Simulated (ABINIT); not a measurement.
**Run report: HfO2, geometry relaxation (part 2 of 3)**

Continued. System: HfO2 (3 atoms in the cell). Method: Kohn-Sham DFT of a periodic cell, LDA, PseudoDojo NC SR LDA v0.4.1 standard, no spin polarisation (ABINIT 10.8.3); cutoff 1142.88 eV, 7×7×7 k-mesh, fermi-dirac of 0.05 eV. The structure derives from an entry of the Crystallography Open Database.

Geometry of the input (Å; fractional positions):
```
0.0000  2.5575  2.5575
2.5575  0.0000  2.5575
2.5575  2.5575  0.0000
Hf 0.0000  0.0000  0.0000
O  0.7500  0.7500  0.7500
O  0.2500  0.2500  0.2500
```

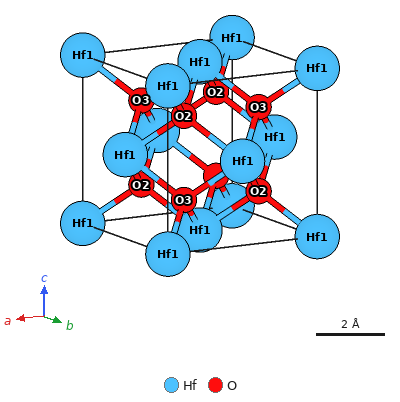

Fig. 1: The starting structure (ball-and-stick view of the cell 4 times as large as that of the calculation, set on its symmetry axes, seen at an oblique angle; atoms are numbered from 1 in the order of the input). An atom can appear more than once, as a periodic image.

### What the program printed, continued
```
--- !ResultsGS
iteration_state: {dtset: 1, itime: 2, icycle: 1, }
comment   : Summary of ground state results
lattice_vectors:
- [  0.0000000,   4.7247057,   4.7247057, ]
- [  4.7247057,   0.0000000,   4.7247057, ]
- [  4.7247057,   4.7247057,   0.0000000, ]
lattice_lengths: [   6.68174,    6.68174,    6.68174, ]
lattice_angles: [ 60.000,  60.000,  60.000, ] # degrees, (23, 13, 12)
lattice_volume:   2.1093774E+02
convergence: {deltae:  2.714E-12, res2:  3.701E-15, residm:  3.973E-04, diffor: null, }
etotal    :  -8.97097029E+01
entropy   :   0.00000000E+00
fermie    :   3.71486077E-01
cartesian_stress_tensor: # hartree/bohr^3
- [  2.18993646E-04,   0.00000000E+00,   0.00000000E+00, ]
- [  0.00000000E+00,   2.18993646E-04,   0.00000000E+00, ]
- [  0.00000000E+00,   0.00000000E+00,   2.18993646E-04, ]
pressure_GPa:  -6.4430E+00
xred      :
- [  0.0000E+00,   0.0000E+00,   0.0000E+00, Hf]
- [  7.5000E-01,   7.5000E-01,   7.5000E-01,  O]
- [  2.5000E-01,   2.5000E-01,   2.5000E-01,  O]
cartesian_forces: # hartree/bohr
- [ -0.00000000E+00,  -0.00000000E+00,  -0.00000000E+00, ]
- [ -0.00000000E+00,  -0.00000000E+00,  -0.00000000E+00, ]
- [ -0.00000000E+00,  -0.00000000E+00,  -0.00000000E+00, ]
force_length_stats: {min:   0.00000000E+00, max:   0.00000000E+00, mean:   0.00000000E+00, }
...

 Integrated electronic density in atomic spheres:
 ------------------------------------------------
 Atom  Sphere_radius  Integrated_density
    1        2.00000          8.33166758
    2        2.00000          6.37442858
    3        2.00000          6.37442858

---OUTPUT-----------------------------------------------------------------------

 Cartesian coordinates (xcart) [bohr]
  0.00000000000000E+00  0.00000000000000E+00  0.00000000000000E+00
  7.08705860451440E+00  7.08705860451440E+00  7.08705860451440E+00
  2.36235286817147E+00  2.36235286817147E+00  2.36235286817147E+00
 Reduced coordinates (xred)
  0.00000000000000E+00  0.00000000000000E+00  0.00000000000000E+00
  7.50000000000000E-01  7.50000000000000E-01  7.50000000000000E-01
  2.50000000000000E-01  2.50000000000000E-01  2.50000000000000E-01
 Cartesian forces (fcart) [Ha/bohr]; max,rms= 0.00000E+00 0.00000E+00 (free atoms)
 -0.00000000000000E+00 -0.00000000000000E+00 -0.00000000000000E+00
 -0.00000000000000E+00 -0.00000000000000E+00 -0.00000000000000E+00
 -0.00000000000000E+00 -0.00000000000000E+00 -0.00000000000000E+00
 Gradient of E wrt nuclear positions in reduced coordinates (gred)
  0.00000000000000E+00  0.00000000000000E+00  0.00000000000000E+00
  0.00000000000000E+00  0.00000000000000E+00  0.00000000000000E+00
  0.00000000000000E+00  0.00000000000000E+00  0.00000000000000E+00
 Scale of Primitive Cell (acell) [bohr]
  6.68174293055814E+00  6.68174293055814E+00  6.68174293055814E+00
 Real space primitive translations (rprimd) [bohr]
  0.00000000000000E+00  4.72470573634293E+00  4.72470573634293E+00
  4.72470573634293E+00  0.00000000000000E+00  4.72470573634293E+00
  4.72470573634293E+00  4.72470573634293E+00  0.00000000000000E+00
 Unitary Cell Volume (ucvol) [Bohr^3]=  2.10937740984454E+02
 Angles (23,13,12)= [degrees]
  6.00000000000000E+01  6.00000000000000E+01  6.00000000000000E+01
 Lengths [Bohr]
  6.68174293055814E+00  6.68174293055814E+00  6.68174293055814E+00
 Stress tensor in cartesian coordinates (strten) [Ha/bohr^3]
  2.18993645534710E-04  0.00000000000000E+00  0.00000000000000E+00
  0.00000000000000E+00  2.18993645534713E-04  0.00000000000000E+00
  0.00000000000000E+00  0.00000000000000E+00  2.18993645534710E-04
 Total energy (etotal) [Ha]= -8.97097029401580E+01

 Difference of energy with previous step (new-old):
           Absolute (Ha)=-7.40957E-03
           Relative     =-8.25984E-05

--- Iteration: ( 3/50) Internal Cycle: (1/1)
--------------------------------------------------------------------------------

---SELF-CONSISTENT-FIELD CONVERGENCE--------------------------------------------

--- !BeginCycle
iteration_state: {dtset: 1, itime: 3, icycle: 1, }
solver: {iscf: 7, nstep: 80, nline: 4, wfoptalg: 0, }
tolerances: {tolvrs: 1.00E-12, }
...

     iter   Etot(hartree)      deltaE(h)  residm     vres2
 ETOT  1  -89.704335259310    -8.970E+01 7.826E-04 4.809E+01
 ETOT  2  -89.701436263449     2.899E-03 1.291E-04 5.270E+01
 ETOT  3  -89.710034813198    -8.599E-03 6.267E-04 1.654E+00
 ETOT  4  -89.710227147973    -1.923E-04 6.855E-05 5.087E-02
 ETOT  5  -89.710232636414    -5.488E-06 2.100E-04 1.363E-04
 ETOT  6  -89.710232648227    -1.181E-08 4.466E-05 2.679E-06
 ETOT  7  -89.710232648500    -2.734E-10 1.224E-04 1.203E-08
 ETOT  8  -89.710232648500    -3.126E-13 2.839E-05 1.890E-10
 ETOT  9  -89.710232648499     1.720E-12 7.278E-05 8.336E-13

 At SCF step    9       vres2   =  8.34E-13 < tolvrs=  1.00E-12 =>converged.

 Cartesian components of stress tensor (hartree/bohr^3)
  sigma(1 1)= -2.94972776E-05  sigma(3 2)=  0.00000000E+00
  sigma(2 2)= -2.94972776E-05  sigma(3 1)=  0.00000000E+00
  sigma(3 3)= -2.94972776E-05  sigma(2 1)=  0.00000000E+00

--- !ResultsGS
iteration_state: {dtset: 1, itime: 3, icycle: 1, }
comment   : Summary of ground state results
lattice_vectors:
- [  0.0000000,   4.6838447,   4.6838447, ]
- [  4.6838447,   0.0000000,   4.6838447, ]
- [  4.6838447,   4.6838447,   0.0000000, ]
lattice_lengths: [   6.62396,    6.62396,    6.62396, ]
lattice_angles: [ 60.000,  60.000,  60.000, ] # degrees, (23, 13, 12)
lattice_volume:   2.0551213E+02
convergence: {deltae:  1.720E-12, res2:  8.336E-13, residm:  7.278E-05, diffor: null, }
etotal    :  -8.97102326E+01
entropy   :   0.00000000E+00
fermie    :   3.95310262E-01
cartesian_stress_tensor: # hartree/bohr^3
- [ -2.94972776E-05,   0.00000000E+00,   0.00000000E+00, ]
- [  0.00000000E+00,  -2.94972776E-05,   0.00000000E+00, ]
- [  0.00000000E+00,   0.00000000E+00,  -2.94972776E-05, ]
pressure_GPa:   8.6784E-01
xred      :
- [  0.0000E+00,   0.0000E+00,   0.0000E+00, Hf]
- [  7.5000E-01,   7.5000E-01,   7.5000E-01,  O]
- [  2.5000E-01,   2.5000E-01,   2.5000E-01,  O]
cartesian_forces: # hartree/bohr
- [ -0.00000000E+00,  -0.00000000E+00,  -0.00000000E+00, ]
- [ -0.00000000E+00,  -0.00000000E+00,  -0.00000000E+00, ]
- [ -0.00000000E+00,  -0.00000000E+00,  -0.00000000E+00, ]
force_length_stats: {min:   0.00000000E+00, max:   0.00000000E+00, mean:   0.00000000E+00, }
...

 Integrated electronic density in atomic spheres:
 ------------------------------------------------
 Atom  Sphere_radius  Integrated_density
    1        2.00000          8.32763574
    2        2.00000          6.40338520
    3        2.00000          6.40338520

---OUTPUT-----------------------------------------------------------------------

 Cartesian coordinates (xcart) [bohr]
  0.00000000000000E+00  0.00000000000000E+00  0.00000000000000E+00
  7.02576707826134E+00  7.02576707826134E+00  7.02576707826134E+00
  2.34192235942045E+00  2.34192235942045E+00  2.34192235942045E+00
 Reduced coordinates (xred)
  0.00000000000000E+00  0.00000000000000E+00  0.00000000000000E+00
  7.50000000000000E-01  7.50000000000000E-01  7.50000000000000E-01
  2.50000000000000E-01  2.50000000000000E-01  2.50000000000000E-01
 Cartesian forces (fcart) [Ha/bohr]; max,rms= 0.00000E+00 0.00000E+00 (free atoms)
 -0.00000000000000E+00 -0.00000000000000E+00 -0.00000000000000E+00
 -0.00000000000000E+00 -0.00000000000000E+00 -0.00000000000000E+00
 -0.00000000000000E+00 -0.00000000000000E+00 -0.00000000000000E+00
 Gradient of E wrt nuclear positions in reduced coordinates (gred)
  0.00000000000000E+00  0.00000000000000E+00  0.00000000000000E+00
  0.00000000000000E+00  0.00000000000000E+00  0.00000000000000E+00
  0.00000000000000E+00  0.00000000000000E+00  0.00000000000000E+00
 Scale of Primitive Cell (acell) [bohr]
  6.62395672543439E+00  6.62395672543439E+00  6.62395672543439E+00
 Real space primitive translations (rprimd) [bohr]
  0.00000000000000E+00  4.68384471884089E+00  4.68384471884089E+00
  4.68384471884089E+00  0.00000000000000E+00  4.68384471884089E+00
  4.68384471884089E+00  4.68384471884089E+00  0.00000000000000E+00
 Unitary Cell Volume (ucvol) [Bohr^3]=  2.05512130608021E+02
 Angles (23,13,12)= [degrees]
  6.00000000000000E+01  6.00000000000000E+01  6.00000000000000E+01
 Lengths [Bohr]
  6.62395672543439E+00  6.62395672543439E+00  6.62395672543439E+00
 Stress tensor in cartesian coordinates (strten) [Ha/bohr^3]
 -2.94972776135397E-05  0.00000000000000E+00  0.00000000000000E+00
  0.00000000000000E+00 -2.94972776135327E-05  0.00000000000000E+00
  0.00000000000000E+00  0.00000000000000E+00 -2.94972776135292E-05
 Total energy (etotal) [Ha]= -8.97102326484987E+01

 Difference of energy with previous step (new-old):
           Absolute (Ha)=-5.29708E-04
           Relative     =-5.90468E-06

--- Iteration: ( 4/50) Internal Cycle: (1/1)
--------------------------------------------------------------------------------

---SELF-CONSISTENT-FIELD CONVERGENCE--------------------------------------------

--- !BeginCycle
iteration_state: {dtset: 1, itime: 4, icycle: 1, }
solver: {iscf: 7, nstep: 80, nline: 4, wfoptalg: 0, }
tolerances: {tolvrs: 1.00E-12, }
...

     iter   Etot(hartree)      deltaE(h)  residm     vres2
 ETOT  1  -89.710157697069    -8.971E+01 3.942E-05 6.769E-01
 ETOT  2  -89.710119874240     3.782E-05 2.167E-05 7.256E-01
 ETOT  3  -89.710238973304    -1.191E-04 8.560E-06 2.153E-02
 ETOT  4  -89.710241484725    -2.511E-06 1.243E-05 6.453E-04
 ETOT  5  -89.710241552040    -6.731E-08 3.997E-06 2.005E-06
 ETOT  6  -89.710241552251    -2.102E-10 7.325E-06 2.328E-08
 ETOT  7  -89.710241552254    -3.951E-12 2.408E-06 7.863E-11
 ETOT  8  -89.710241552255    -8.242E-13 4.458E-06 2.005E-12
 ETOT  9  -89.710241552254     8.242E-13 1.469E-06 3.595E-15

 At SCF step    9       vres2   =  3.60E-15 < tolvrs=  1.00E-12 =>converged.

 Cartesian components of stress tensor (hartree/bohr^3)
  sigma(1 1)=  9.15453433E-07  sigma(3 2)=  0.00000000E+00
  sigma(2 2)=  9.15453433E-07  sigma(3 1)=  0.00000000E+00
  sigma(3 3)=  9.15453433E-07  sigma(2 1)=  0.00000000E+00

--- !ResultsGS
iteration_state: {dtset: 1, itime: 4, icycle: 1, }
comment   : Summary of ground state results
lattice_vectors:
- [  0.0000000,   4.6885849,   4.6885849, ]
- [  4.6885849,   0.0000000,   4.6885849, ]
- [  4.6885849,   4.6885849,   0.0000000, ]
lattice_lengths: [   6.63066,    6.63066,    6.63066, ]
lattice_angles: [ 60.000,  60.000,  60.000, ] # degrees, (23, 13, 12)
lattice_volume:   2.0613671E+02
convergence: {deltae:  8.242E-13, res2:  3.595E-15, residm:  1.469E-06, diffor: null, }
etotal    :  -8.97102416E+01
entropy   :   0.00000000E+00
fermie    :   3.92509838E-01
cartesian_stress_tensor: # hartree/bohr^3
- [  9.15453433E-07,   0.00000000E+00,   0.00000000E+00, ]
- [  0.00000000E+00,   9.15453433E-07,   0.00000000E+00, ]
- [  0.00000000E+00,   0.00000000E+00,   9.15453433E-07, ]
pressure_GPa:  -2.6934E-02
xred      :
- [  0.0000E+00,   0.0000E+00,   0.0000E+00, Hf]
- [  7.5000E-01,   7.5000E-01,   7.5000E-01,  O]
- [  2.5000E-01,   2.5000E-01,   2.5000E-01,  O]
cartesian_forces: # hartree/bohr
- [ -0.00000000E+00,  -0.00000000E+00,  -0.00000000E+00, ]
- [ -0.00000000E+00,  -0.00000000E+00,  -0.00000000E+00, ]
- [ -0.00000000E+00,  -0.00000000E+00,  -0.00000000E+00, ]
force_length_stats: {min:   0.00000000E+00, max:   0.00000000E+00, mean:   0.00000000E+00, }
...

 Integrated electronic density in atomic spheres:
 ------------------------------------------------
 Atom  Sphere_radius  Integrated_density
    1        2.00000          8.33100830
    2        2.00000          6.38440871
    3        2.00000          6.38440871

---OUTPUT-----------------------------------------------------------------------

 Cartesian coordinates (xcart) [bohr]
  0.00000000000000E+00  0.00000000000000E+00  0.00000000000000E+00
  7.03287729863742E+00  7.03287729863742E+00  7.03287729863742E+00
  2.34429243287914E+00  2.34429243287914E+00  2.34429243287914E+00
 Reduced coordinates (xred)
  0.00000000000000E+00  0.00000000000000E+00  0.00000000000000E+00
  7.50000000000000E-01  7.50000000000000E-01  7.50000000000000E-01
  2.50000000000000E-01  2.50000000000000E-01  2.50000000000000E-01
 Cartesian forces (fcart) [Ha/bohr]; max,rms= 0.00000E+00 0.00000E+00 (free atoms)
 -0.00000000000000E+00 -0.00000000000000E+00 -0.00000000000000E+00
 -0.00000000000000E+00 -0.00000000000000E+00 -0.00000000000000E+00
 -0.00000000000000E+00 -0.00000000000000E+00 -0.00000000000000E+00
 Gradient of E wrt nuclear positions in reduced coordinates (gred)
  0.00000000000000E+00  0.00000000000000E+00  0.00000000000000E+00
  0.00000000000000E+00  0.00000000000000E+00  0.00000000000000E+00
  0.00000000000000E+00  0.00000000000000E+00  0.00000000000000E+00
 Scale of Primitive Cell (acell) [bohr]
  6.63066030549260E+00  6.63066030549260E+00  6.63066030549260E+00
 Real space primitive translations (rprimd) [bohr]
  0.00000000000000E+00  4.68858486575828E+00  4.68858486575828E+00
  4.68858486575828E+00  0.00000000000000E+00  4.68858486575828E+00
  4.68858486575828E+00  4.68858486575828E+00  0.00000000000000E+00
 Unitary Cell Volume (ucvol) [Bohr^3]=  2.06136709741869E+02
 Angles (23,13,12)= [degrees]
  6.00000000000000E+01  6.00000000000000E+01  6.00000000000000E+01
 Lengths [Bohr]
  6.63066030549260E+00  6.63066030549260E+00  6.63066030549260E+00
 Stress tensor in cartesian coordinates (strten) [Ha/bohr^3]
  9.15453432597663E-07  0.00000000000000E+00  0.00000000000000E+00
  0.00000000000000E+00  9.15453432583785E-07  0.00000000000000E+00
  0.00000000000000E+00  0.00000000000000E+00  9.15453432590724E-07
 Total energy (etotal) [Ha]= -8.97102415522545E+01

 Difference of energy with previous step (new-old):
           Absolute (Ha)=-8.90376E-06
           Relative     =-9.92502E-08

--- Iteration: ( 5/50) Internal Cycle: (1/1)
--------------------------------------------------------------------------------

---SELF-CONSISTENT-FIELD CONVERGENCE--------------------------------------------

--- !BeginCycle
iteration_state: {dtset: 1, itime: 5, icycle: 1, }
solver: {iscf: 7, nstep: 80, nline: 4, wfoptalg: 0, }
tolerances: {tolvrs: 1.00E-12, }
...
```
